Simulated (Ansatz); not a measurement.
Geometry relaxation of Se

Se (3 atoms in the cell), computed with DFT LDA, scalar-relativistic, plane waves, PAW, no spin polarisation (Ansatz 0.2.0).

The structure derives from an entry of the Crystallography Open Database. Figures and captions count atoms from 1; the log counts them from 0 in places.

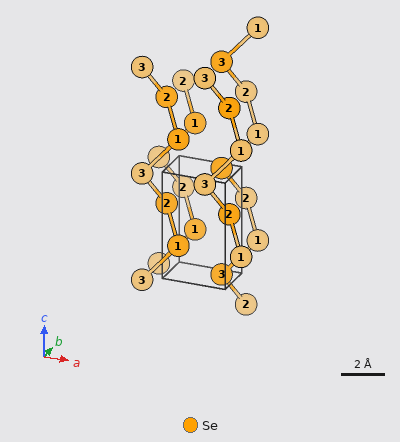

**Figure 1.** The starting structure (ball-and-stick view of the cell of the calculation, repeated 1 × 1 × 2, seen slightly off an axis; neighbours outside the cell are drawn fainter; atoms are numbered from 1 in the order of the input). Near neighbours in the crystal (not all of them lie inside the picture): Se has 2 Se at 2.44 Å.

Input
```yaml
crystal:
  lattice:
    - [3.9486699383, 0.0, 0.0]
    - [-1.9743349691, 3.4196484777, 0.0]
    - [0.0, 0.0, 5.1180211016]
  atoms:
    - { symbol: Se, position: [0.2553455648, 0.0, 0.3333333333] }
    - { symbol: Se, position: [0.0, 0.2553455648, 0.6666666667] }
    - { symbol: Se, position: [0.7446544352, 0.7446544352, 0.0] }
basis:
  ecutwfc: 420
kpoints:
  mp_grid: { grid: [12, 12, 8] }
hamiltonian:
  xc: lda
scf:
  occupations: { method: fixed }
output:
  forces: true
  stress: true
  eigenvalues: true
relax:
  adjacent_minimum: "off"
  f_tol: 0.001
  max_steps: 60
  cell: { stress_tol: 0.01 }
```

Hardware: 4 threads of Intel Xeon @ 2.50GHz (Skylake/Cascade Lake), 189 GiB of memory available, shared host.

Launch command:
```bash
ansatz run input.yaml --threads 4 --pin off --max-ram 10240MiB --backend cpu --events-out ev --progress --plain --runs-dir out
```

What the program printed
```
Engine: ansatz 0.2.0, x86_64-unknown-linux-gnu
Pseudopotentials: kind: paw
Pseudopotential: Se, paw, valence charge 16, recommended cutoff 420 eV (normal), Se.paw.azcp
Functional definition: SPW92
  exchange = slater_x
  correlation = pw_c
Crystal: 3 atoms, lattice volume = 69.109 Å³
Basis set: ecut = 420 eV, 1385 PW (Γ)
Bands: 29, of which v1, the nominal top of the filled ones, is band 24 counted from 1 (23 counted from 0)
Symmetry: 6 space group operations
Space group: P3121 (ITA 152), of the structure as read, at distance tolerance 4.1e-5 Å
k-points: 131 of 1152 (time reversal used)
Non-local potential: Se, projectors of the file, l = 0: 2, l = 1: 2, l = 2: 3, l = 3: 1
PAW form: soft (Blöchl's): semilocal exchange-correlation on the pseudo side does not see the compensation charge
PAW frozen core: Se, regenerated for the run's functional, and the local potential with it (the file was generated under x = pbe(κ = 0.804, μ = 0.2195149727645171), c = pbe(β = 0.06672455060314922))
PAW one-centre angular grid: Se, 590 points (default); XC on 64 Gauss nodes
Initial density: superposition of atomic densities (neutral atoms: chi_scale 0, normalization atom), corrected by the library's trained network
Initial wavefunctions: pseudopotential atomic-orbital guess
Functional: x = slater, c = lda
SCF iter   1: F=—  HF=-16149.780727 eV  |F-HF|=—  |Δ(HF+E_count)|=         —  Δρ=5.51e-3  dr2=9.94e-3  ethr=1.77e-3  ⟨swp⟩=4.8  Hψ=13754  notcnv=0  defer=314
preconditioner: auto → Resta (q_TF=auto, 2.567 Å⁻¹)  ε∞=4.3  [insulator: Δε(μ)=0.280 eV  Ē_g=10.502 eV  n_scr=22 (ndim 8)  ℏωp=19.0 eV  f_vac=0.031  ε∞_Penn≈4.3]
SCF iter   2: F=—  HF=-16149.778016 eV  |F-HF|=—  |Δ(HF+E_count)|=   2.71e-3  Δρ=2.97e-3  dr2=3.17e-3  ethr=2.07e-5  ⟨swp⟩=2.0  Hψ=5110  notcnv=0  defer=391
SCF iter   3: F=—  HF=-16149.777144 eV  |F-HF|=—  |Δ(HF+E_count)|=   8.72e-4  Δρ=2.18e-4  dr2=2.78e-5  ethr=6.61e-6  ⟨swp⟩=2.0  Hψ=5110  notcnv=0  defer=392
SCF iter   4: F=—  HF=-16149.777140 eV  |F-HF|=—  |Δ(HF+E_count)|=   3.99e-6  Δρ=9.46e-5  dr2=5.12e-6  ethr=5.80e-8  ⟨swp⟩=2.0  Hψ=6812  notcnv=0  defer=132
SCF iter   5: F=—  HF=-16149.777140 eV  |F-HF|=—  |Δ(HF+E_count)|=   3.22e-7  Δρ=2.08e-5  dr2=3.88e-7  ethr=1.07e-8  ⟨swp⟩=2.0  Hψ=6377  notcnv=0  defer=166
SCF iter   6: F=-16149.777140 eV  HF=-16149.777140 eV  |F-HF|=1.46e-9  |Δ(HF+E_count)|=   1.15e-7  Δρ=4.62e-6  dr2=1.84e-8  ethr=2.08e-10  ⟨swp⟩=9.1  Hψ=19006  notcnv=0
SCF 1 converged in 6 iterations: F = -16149.777140 eV  dr2 = 1.84e-8
  greatest PAW one-centre occupation: 1.000 electrons in one spin orbital (limit 2), on the Se atom at site 2 (counted from 0), in its partial waves of l = 2
relax step   1: F+E_penalty+E_count = -16149.77714010 eV  Δ(F+E_penalty+E_count) = +0.000e0 eV  max|allowed force component| = 4.670e-4 eV/Å  Δτ_max = 0.0000 Å  P = -0.018 GPa  Ω = 69.109 Å³  (6 SCF iters, dr2 threshold 1.00e-7 eV, accepted)
Crystal: 3 atoms, lattice volume = 69.036 Å³
Initial density: handed on by an earlier stage of this run
Initial wavefunctions: those handed on with the density
iter 1 solved again at ethr=1.39e-9 eV; its pass at ethr=3.10e-3 eV (dr2=6.68e-7 eV) is discarded
SCF iter   1: F=—  HF=-16149.777162 eV  |F-HF|=—  |Δ(HF+E_count)|=         —  Δρ=3.96e-5  dr2=6.43e-7  ethr=1.39e-9  ⟨swp⟩=3.1  Hψ=18330  notcnv=0  defer=131
preconditioner: auto → Resta (q_TF=auto, 2.568 Å⁻¹)  ε∞=4.3  [insulator: Δε(μ)=0.286 eV  Ē_g=10.494 eV  n_scr=22 (ndim 8)  ℏωp=19.0 eV  f_vac=0.023  ε∞_Penn≈4.3]
SCF iter   2: F=—  HF=-16149.777162 eV  |F-HF|=—  |Δ(HF+E_count)|=   1.21e-7  Δρ=2.21e-5  dr2=2.09e-7  ethr=1.34e-9  ⟨swp⟩=1.0  Hψ=3668  notcnv=0  defer=131
SCF iter   3: F=—  HF=-16149.777162 eV  |F-HF|=—  |Δ(HF+E_count)|=   4.24e-8  Δρ=2.03e-6  dr2=2.74e-9  ethr=4.35e-10  ⟨swp⟩=2.0  Hψ=4844  notcnv=0  defer=131
SCF iter   4: F=-16149.777162 eV  HF=-16149.777162 eV  |F-HF|=1.09e-11  |Δ(HF+E_count)|=  8.22e-10  Δρ=1.05e-6  dr2=6.19e-10  ethr=4.48e-12  ⟨swp⟩=7.7  Hψ=18792  notcnv=0
SCF 2 converged in 4 iterations: F = -16149.777162 eV  dr2 = 6.19e-10
  greatest PAW one-centre occupation: 1.000 electrons in one spin orbital (limit 2), on the Se atom at site 1 (counted from 0), in its partial waves of l = 2
relax step   2: F+E_penalty+E_count = -16149.77716153 eV  Δ(F+E_penalty+E_count) = -2.143e-5 eV  max|allowed force component| = 2.534e-3 eV/Å  Δτ_max = 0.0005 Å  P = +0.024 GPa  Ω = 69.036 Å³  energy of the carried Pulay correction = +1.405e-5 eV  (4 SCF iters, dr2 threshold 2.15e-9 eV, accepted)
Crystal: 3 atoms, lattice volume = 69.047 Å³
iter 1 solved again at ethr=6.24e-10 eV; its pass at ethr=3.10e-3 eV (dr2=3.00e-7 eV) is discarded
SCF iter   1: F=—  HF=-16149.777162 eV  |F-HF|=—  |Δ(HF+E_count)|=         —  Δρ=2.59e-5  dr2=3.73e-7  ethr=6.24e-10  ⟨swp⟩=2.4  Hψ=16350  notcnv=0  defer=131
preconditioner: auto → Resta (q_TF=auto, 2.568 Å⁻¹)  ε∞=4.3  [insulator: Δε(μ)=0.283 eV  Ē_g=10.493 eV  n_scr=22 (ndim 8)  ℏωp=19.0 eV  f_vac=0.024  ε∞_Penn≈4.3]
SCF iter   2: F=—  HF=-16149.777161 eV  |F-HF|=—  |Δ(HF+E_count)|=   8.30e-8  Δρ=1.41e-5  dr2=1.20e-7  ethr=6.24e-10  ⟨swp⟩=1.9  Hψ=4697  notcnv=0  defer=131
SCF iter   3: F=-16149.777161 eV  HF=-16149.777161 eV  |F-HF|=3.50e-9  |Δ(HF+E_count)|=   3.08e-8  Δρ=1.93e-6  dr2=3.38e-9  ethr=9.16e-12  ⟨swp⟩=6.5  Hψ=20885  notcnv=0
SCF 3 converged in 3 iterations: F = -16149.777161 eV  dr2 = 3.38e-9
relax step   3: F+E_penalty+E_count = -16149.77716145 eV  Δ(F+E_penalty+E_count) = +7.419e-8 eV  max|allowed force component| = 2.132e-3 eV/Å  Δτ_max = 0.0001 Å  P = +0.005 GPa  Ω = 69.047 Å³  energy of the carried Pulay correction = +1.197e-5 eV  (3 SCF iters, dr2 threshold 4.40e-9 eV, accepted)
Crystal: 3 atoms, lattice volume = 69.044 Å³
iter 1 solved again at ethr=3.74e-11 eV; its pass at ethr=3.10e-3 eV (dr2=1.79e-8 eV) is discarded
SCF iter   1: F=—  HF=-16149.777163 eV  |F-HF|=—  |Δ(HF+E_count)|=         —  Δρ=8.03e-6  dr2=2.31e-8  ethr=3.74e-11  ⟨swp⟩=2.0  Hψ=15960  notcnv=0  defer=113
SCF iter   2: F=—  HF=-16149.777163 eV  |F-HF|=—  |Δ(HF+E_count)|=   7.03e-9  Δρ=4.20e-6  dr2=6.35e-9  ethr=3.74e-11  ⟨swp⟩=2.6  Hψ=6610  notcnv=0  defer=114
SCF iter   3: F=—  HF=-16149.777163 eV  |F-HF|=—  |Δ(HF+E_count)|=   1.47e-9  Δρ=8.77e-7  dr2=3.30e-10  ethr=1.32e-11  ⟨swp⟩=2.0  Hψ=4091  notcnv=0  defer=114
SCF iter   4: F=-16149.777163 eV  HF=-16149.777163 eV  |F-HF|=1.82e-12  |Δ(HF+E_count)|=  6.73e-11  Δρ=2.08e-7  dr2=1.57e-11  ethr=1.00e-12  ⟨swp⟩=6.0  Hψ=17426  notcnv=0
SCF 4 converged in 4 iterations: F = -16149.777163 eV  dr2 = 1.57e-11
relax step   4: F+E_penalty+E_count = -16149.77716260 eV  Δ(F+E_penalty+E_count) = -1.152e-6 eV  max|allowed force component| = 1.312e-3 eV/Å  Δτ_max = 0.0001 Å  P = +0.004 GPa  Ω = 69.044 Å³  energy of the carried Pulay correction = +1.255e-5 eV  (4 SCF iters, dr2 threshold 2.84e-10 eV, accepted)
Crystal: 3 atoms, lattice volume = 69.039 Å³
iter 1 solved again at ethr=9.77e-11 eV; its pass at ethr=3.10e-3 eV (dr2=4.69e-8 eV) is discarded
SCF iter   1: F=—  HF=-16149.777164 eV  |F-HF|=—  |Δ(HF+E_count)|=         —  Δρ=1.18e-5  dr2=4.84e-8  ethr=9.77e-11  ⟨swp⟩=2.0  Hψ=15956  notcnv=0  defer=131
preconditioner: auto → Resta (q_TF=auto, 2.568 Å⁻¹)  ε∞=4.3  [insulator: Δε(μ)=0.284 eV  Ē_g=10.493 eV  n_scr=22 (ndim 8)  ℏωp=19.0 eV  f_vac=0.023  ε∞_Penn≈4.3]
SCF iter   2: F=—  HF=-16149.777164 eV  |F-HF|=—  |Δ(HF+E_count)|=   8.83e-9  Δρ=6.30e-6  dr2=1.44e-8  ethr=9.77e-11  ⟨swp⟩=1.0  Hψ=3668  notcnv=0  defer=131
SCF iter   3: F=—  HF=-16149.777164 eV  |F-HF|=—  |Δ(HF+E_count)|=   2.49e-9  Δρ=6.89e-7  dr2=2.27e-10  ethr=3.00e-11  ⟨swp⟩=2.1  Hψ=4969  notcnv=0  defer=131
SCF iter   4: F=-16149.777164 eV  HF=-16149.777164 eV  |F-HF|=1.82e-12  |Δ(HF+E_count)|=  1.91e-10  Δρ=3.21e-7  dr2=4.01e-11  ethr=1.00e-12  ⟨swp⟩=7.2  Hψ=19463  notcnv=0
SCF 5 converged in 4 iterations: F = -16149.777164 eV  dr2 = 4.01e-11
  greatest PAW one-centre occupation: 1.000 electrons in one spin orbital (limit 2), on the Se atom at site 0 (counted from 0), in its partial waves of l = 2
relax step   5: F+E_penalty+E_count = -16149.77716386 eV  Δ(F+E_penalty+E_count) = -1.260e-6 eV  max|allowed force component| = 4.040e-5 eV/Å  Δτ_max = 0.0002 Å  P = +0.001 GPa  Ω = 69.039 Å³  energy of the carried Pulay correction = +1.350e-5 eV  (4 SCF iters, dr2 threshold 1.08e-10 eV, accepted)
Initial wavefunctions: pseudopotential atomic-orbital guess (no wavefunctions were taken with the density)
iter 1 solved again at ethr=3.76e-9 eV; its pass at ethr=3.10e-3 eV (dr2=1.81e-6 eV) is discarded
SCF iter   1: F=—  HF=-16149.777148 eV  |F-HF|=—  |Δ(HF+E_count)|=         —  Δρ=1.68e-6  dr2=2.99e-10  ethr=3.76e-9  ⟨swp⟩=3.0  Hψ=24971  notcnv=0  defer=390
preconditioner: auto → Resta (q_TF=auto, 2.568 Å⁻¹)  ε∞=4.3  [insulator: Δε(μ)=0.284 eV  Ē_g=10.494 eV  n_scr=22 (ndim 8)  ℏωp=19.0 eV  f_vac=0.023  ε∞_Penn≈4.3]
SCF iter   2: F=—  HF=-16149.777148 eV  |F-HF|=—  |Δ(HF+E_count)|=  2.31e-10  Δρ=9.28e-7  dr2=1.18e-10  ethr=1.00e-12  ⟨swp⟩=2.1  Hψ=6820  notcnv=0  defer=390
SCF iter   3: F=—  HF=-16149.777148 eV  |F-HF|=—  |Δ(HF+E_count)|=  4.73e-11  Δρ=3.12e-7  dr2=1.61e-11  ethr=1.00e-12  ⟨swp⟩=1.0  Hψ=3668  notcnv=0  defer=390
SCF iter   4: F=-16149.777148 eV  HF=-16149.777148 eV  |F-HF|=1.82e-12  |Δ(HF+E_count)|=  5.46e-12  Δρ=2.71e-8  dr2=3.03e-13  ethr=1.00e-12  ⟨swp⟩=8.8  Hψ=22438  notcnv=0
SCF 6 converged in 4 iterations: F = -16149.777148 eV  dr2 = 3.03e-13
relax step   6: F+E_penalty+E_count = -16149.77714842 eV  Δ(F+E_penalty+E_count) = +1.544e-5 eV  max|allowed force component| = 3.484e-5 eV/Å  Δτ_max = 0.0000 Å  P = +0.001 GPa  Ω = 69.039 Å³  stress off target by 2.36e-3 GPa  SCF on the basis re-selected at this cell (its energy is not comparable with the rows above)  (4 SCF iters)
```

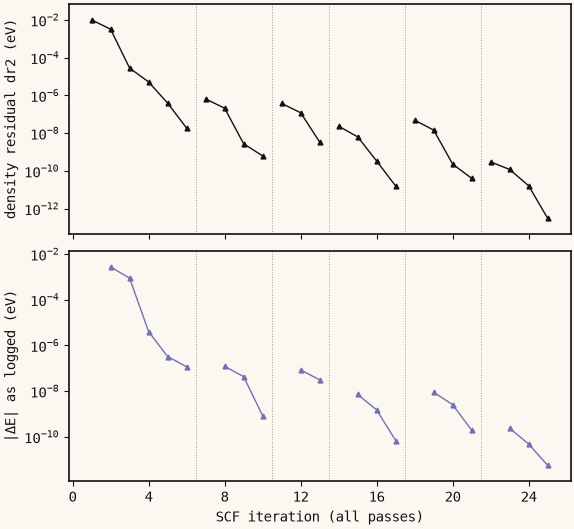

**Figure 2.** Convergence of the self-consistent field: density residual dr2 and size of the energy change against the SCF iteration. The dotted lines part the SCF passes of the relaxation: geometry steps, rejected trials and re-solves on a re-selected basis. The 6 passes take 3 to 6 iterations each, 25 in all.

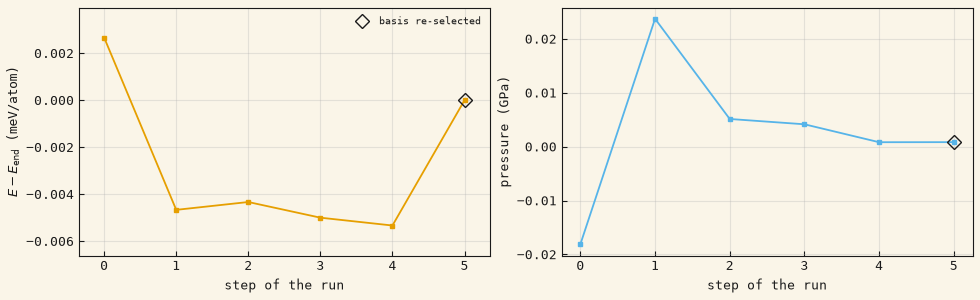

**Figure 3.** Progress of the relaxation, step by step (the first geometry is step 0 here and step 1 in the log). The energy falls by next to nothing (0.0 meV per atom) in 4 geometry steps. Largest force component: 0.00047 eV/Å at the start, under 0.0001 eV/Å at the end. Pressure: −0.02 GPa at the start and 0.00 GPa at the end. No atom moves by more than 0.005 Å relative to the cell. The volume changes by −0.1 %, with a = b 3.949 → 3.946 Å (−0.1 %), c 5.118 → 5.120 Å (0.0 %). The space group stays P3_121 (No. 152). A last SCF at the same geometry on a re-selected plane-wave basis shifts the energy by +0.0 meV per atom. (Atoms are counted from 1 in the order of the input.)

```
basis re-selected at this cell: Δ(F+E_penalty+E_count) = +1.544e-5 eV, ΔP = +0.000 GPa vs the last step (what re-selecting the basis moved, of the pressure what is left beyond the Pulay correction that the steps carried, after the strain that the cell walked since its last selection, with what the two solves' SCF thresholds leave and, on support functions, any second-order correction that the steps lacked; it is no measure of the basis error at this ecutwfc). This SCF's stress stands 2.36e-3 GPa from its target on what of the cell is left free (relax.cell.stress_tol is 1.00e-2 GPa) and its largest allowed force component is 3.48e-5 eV/Å (relax.f_tol is 1.00e-3 eV/Å): within both
SCF converged after 4 iterations
Free energy (F): -16149.777148 eV
Harris-Foulkes:  -16149.777148 eV  (|F-HF|=1.82e-12)
Internal energy: -16149.777148 eV  (E = F + TS)
E sigma→0 (E₀):  -16149.777148 eV
Fermi energy:    9.119370 eV
--- Per-component energies (eV) ---
  E_band       = -1139.578030
  E_kinetic    = 354.372950
  E_local      = -6980.355260  (includes V_loc(G=0)·N_el)
  E_nonlocal   = -1763.024877
  E_hartree    = 3454.091851
  E_xc         = -310.185295
  E_vxc        = -294.587846  (∫ρ·V_xc dr)
  E_paw        = -5483.039202  (= ΣΔE_a)
  E_vpaw       = 635.835049  (= ΣTr[D̂ρ^β])
  E_aug_tail   = -0.001767  (compensation charges beyond the density's cutoff)
  E_ewald      = -5428.287634
  E_core_change = 6.652087  (= ΣΔE_core)
  E_smearing   = -0.000000  (= −TS)
  E_closure    = -0.000000  (closes the sum)
  Σ components = -16149.777148   (vs F -16149.777148, Δ=0.00e0)
--- Forces (eV/Å), atoms counted from 1 ---
  atom   1  Se    -0.00003484     0.00000000    -0.00000000
  atom   2  Se     0.00001742    -0.00003017    -0.00000000
  atom   3  Se     0.00001742     0.00003017     0.00000000
  max |Σ_I F_I| component: 2.31e-17 eV/Å
--- Stress (GPa, compression-positive) ---
        0.000077       0.000000       0.000000
        0.000000       0.000077      -0.000000
        0.000000      -0.000000       0.002358
  P = ⅓ Tr σ = 0.0008 GPa (0.008 kbar)
--- Band table (eV; the first three rows and the last of 131) ---
  k-point 0: bands = ["-39.5697", "-39.5697", "-39.5415", "-39.5377", "-39.5377", "-39.4996", "-39.3936", "-39.3900", "-39.3900", "-39.3525", "-39.3525", "-39.3517", "-39.3245", "-39.3090", "-39.3090", "-7.2715", "-3.0802", "-3.0802", "5.3584", "5.6806", "5.6806", "7.1393", "7.1393", "8.4131", "10.4403", "10.4403", "11.1107", "15.3246", "15.3246"]
  k-point 1: bands = ["-39.5754", "-39.5632", "-39.5418", "-39.5402", "-39.5344", "-39.5010", "-39.3935", "-39.3909", "-39.3891", "-39.3528", "-39.3522", "-39.3517", "-39.3239", "-39.3104", "-39.3079", "-7.1992", "-3.9658", "-2.1792", "5.3021", "5.4061", "5.9586", "7.1281", "7.2456", "8.3765", "10.3075", "10.3322", "10.9172", "15.2171", "15.7165"]
  k-point 2: bands = ["-39.5798", "-39.5569", "-39.5428", "-39.5419", "-39.5299", "-39.5050", "-39.3934", "-39.3918", "-39.3883", "-39.3532", "-39.3519", "-39.3517", "-39.3223", "-39.3123", "-39.3073", "-6.9834", "-4.7886", "-1.3414", "4.8680", "5.5406", "6.0982", "7.2453", "7.4015", "8.2610", "10.0384", "10.1068", "10.4921", "14.8873", "16.1383"]
  k-point 130: bands = ["-39.5832", "-39.5468", "-39.5468", "-39.5424", "-39.5177", "-39.5177", "-39.3933", "-39.3933", "-39.3867", "-39.3551", "-39.3507", "-39.3507", "-39.3210", "-39.3210", "-39.3009", "-5.1025", "-5.1025", "-2.5601", "2.8524", "3.1829", "3.1829", "7.8750", "9.1194", "9.1194", "9.4029", "11.0680", "11.0680", "16.2963", "17.4391"]
--- Relaxed structure (5 steps of the walk, 5 accepted, 1 SCFs on fresh bases) ---
  F+E_penalty+E_count = -16149.77714842 eV   max|allowed force component| = 3.484e-5 eV/Å   (the final SCF, on the basis selected at the relaxed cell)
  cell:  # Å, volume = 69.0389 Å³
    - [3.945801905658862, -2.8846629799730057e-11, -1.4517308006370794e-19]
    - [-1.9729009528044492, 3.417164688616047, 7.25865400318452e-20]
    - [-1.8816434363041524e-19, 1.3557546168444861e-30, 5.120270698560493]
  atoms:
    - { symbol: Se, position: [0.2555225515151923, 4.706444831823774e-21, 0.33333333333333337] }
    - { symbol: Se, position: [2.778736709902136e-17, 0.2555225515151923, 0.6666666666666667] }
    - { symbol: Se, position: [0.7444774484848078, 0.7444774484848078, -8.752639326701762e-21] }
```

Trajectory as extended XYZ (Å, eV, eV/Å), 6 frames, from step=1 to step=6
```
3
Lattice="3.9487 0.0000 0.0000 -1.9743 3.4196 0.0000 0.0000 0.0000 5.1180" Properties=species:S:1:pos:R:3:forces:R:3 step=1 energy=-16149.77714 pressure_GPa=-0.02
Se    1.0083    0.0000    1.7060    0.0005   0.0000   0.0000
Se   -0.5041    0.8732    3.4120   -0.0002   0.0004   0.0000
Se    1.4702    2.5465    0.0000   -0.0002  -0.0004   0.0000
3
Lattice="3.9463 0.0000 0.0000 -1.9731 3.4176 0.0000 0.0000 0.0000 5.1187" Properties=species:S:1:pos:R:3:forces:R:3 step=2 energy=-16149.77716 pressure_GPa=0.02
Se    1.0081    0.0000    1.7062    0.0025   0.0000   0.0000
Se   -0.5041    0.8731    3.4125   -0.0013   0.0022   0.0000
Se    1.4691    2.5445    0.0000   -0.0013  -0.0022   0.0000
3
Lattice="3.9459 0.0000 0.0000 -1.9729 3.4172 0.0000 0.0000 0.0000 5.1207" Properties=species:S:1:pos:R:3:forces:R:3 step=3 energy=-16149.77716 pressure_GPa=0.01
Se    1.0079    0.0000    1.7069    0.0021   0.0000   0.0000
Se   -0.5040    0.8729    3.4138   -0.0011   0.0018   0.0000
Se    1.4690    2.5443    0.0000   -0.0011  -0.0018   0.0000
3
Lattice="3.9459 0.0000 0.0000 -1.9729 3.4172 0.0000 0.0000 0.0000 5.1204" Properties=species:S:1:pos:R:3:forces:R:3 step=4 energy=-16149.77716 pressure_GPa=0.00
Se    1.0081    0.0000    1.7068    0.0013   0.0000   0.0000
Se   -0.5040    0.8730    3.4136   -0.0007   0.0011   0.0000
Se    1.4689    2.5442    0.0000   -0.0007  -0.0011   0.0000
3
Lattice="3.9458 0.0000 0.0000 -1.9729 3.4172 0.0000 0.0000 0.0000 5.1203" Properties=species:S:1:pos:R:3:forces:R:3 step=5 energy=-16149.77716 pressure_GPa=0.00
Se    1.0082    0.0000    1.7068    0.0000   0.0000   0.0000
Se   -0.5041    0.8732    3.4135    0.0000   0.0000   0.0000
Se    1.4688    2.5440    0.0000    0.0000   0.0000   0.0000
3
Lattice="3.9458 0.0000 0.0000 -1.9729 3.4172 0.0000 0.0000 0.0000 5.1203" Properties=species:S:1:pos:R:3:forces:R:3 step=6 energy=-16149.77715 pressure_GPa=0.00
Se    1.0082    0.0000    1.7068    0.0000   0.0000   0.0000
Se   -0.5041    0.8732    3.4135    0.0000   0.0000   0.0000
Se    1.4688    2.5440    0.0000    0.0000   0.0000   0.0000
```

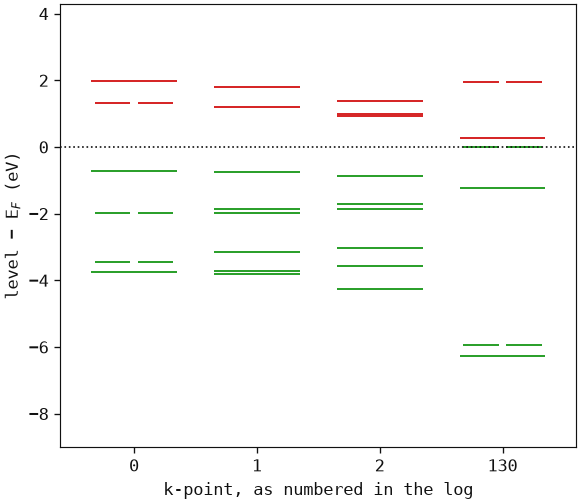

**Figure 4.** Kohn–Sham levels near the Fermi level (dotted) at the few k-points that the log prints; levels within 0.02 eV of each other stand side by side. Among these points the highest filled and lowest empty levels are 0.28 eV apart, which is the gap on the mesh.

Summary

- outcome: converged
- space group (tolerance 0.01 Å): P3₁21 (152)
- electrons treated: 48
- free energy: −16149.7771 eV
- Fermi energy: 9.119 eV
- gap on the k-point mesh: 0.28 eV
- pressure: 0.00 GPa
- final volume: 69.04 Å³
- largest force (length of the vector) at the end: under 0.001 eV/Å
- final cell: a = 3.946 Å, b = 3.946 Å, c = 5.120 Å, α = 90.00°, β = 90.00°, γ = 120.00°
- wall time: 62 s (CPU time 3.6 min)
- peak memory: 0.52 GiB
